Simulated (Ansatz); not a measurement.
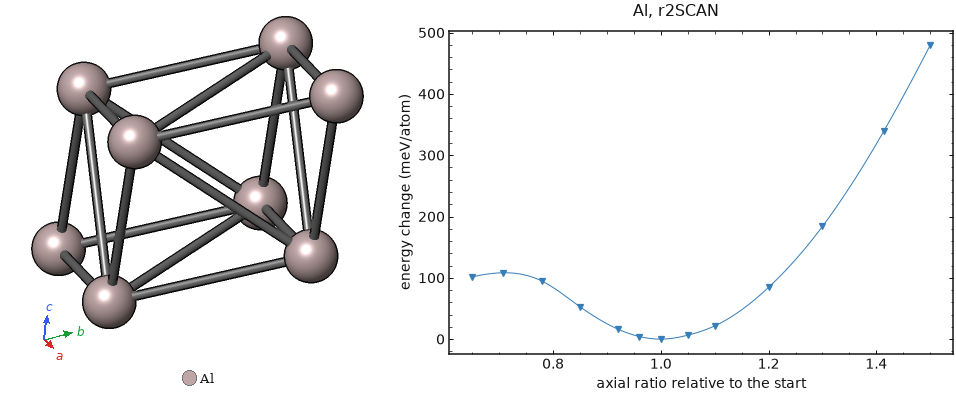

The picture above shows the energy change against relative axial ratio for Al, space group Fm-3m (No. 225). The cell is drawn beside the plot.

Structure:
```yaml
crystal:
  lattice:
    - [0.00000, 2.02398, 2.02398]
    - [2.02398, 0.00000, 2.02398]
    - [2.02398, 2.02398, 0.00000]
  atoms:
    - { symbol: Al, position: [0.00000, 0.00000, 0.00000] }
```

Method: deformation of a crystal at fixed volume, lengths along the axis scaled against those across it, fractional coordinates fixed, by plane-wave density functional theory with PAW datasets, free energies less that of the undisturbed cell; scalar-relativistic (Ansatz 0.2.0). Level: r2SCAN, no spin polarisation.

```json
{"setting": "wave cutoff", "value": "500 eV"}
{"setting": "k mesh", "value": "22×22×22"}
{"setting": "occupations", "value": "Gaussian"}
{"setting": "smearing width", "value": "0.15 eV"}
{"setting": "k shift", "value": "(0, 0, 0) (mesh steps)"}
{"setting": "start", "value": "as given"}
{"setting": "path", "value": "tetragonal"}
{"setting": "axis direction", "value": "(0, 0, 1) (Cartesian unit vector)"}
```

### At which relative axial ratio is the energy change least?

The lowest computed point is at relative axial ratio 1.000 (0 meV/atom); the curve passes over a maximum at 0.707 (108 meV/atom) and turns down again towards the edge of the range.

Keep in mind: reference crystal is not relaxed.
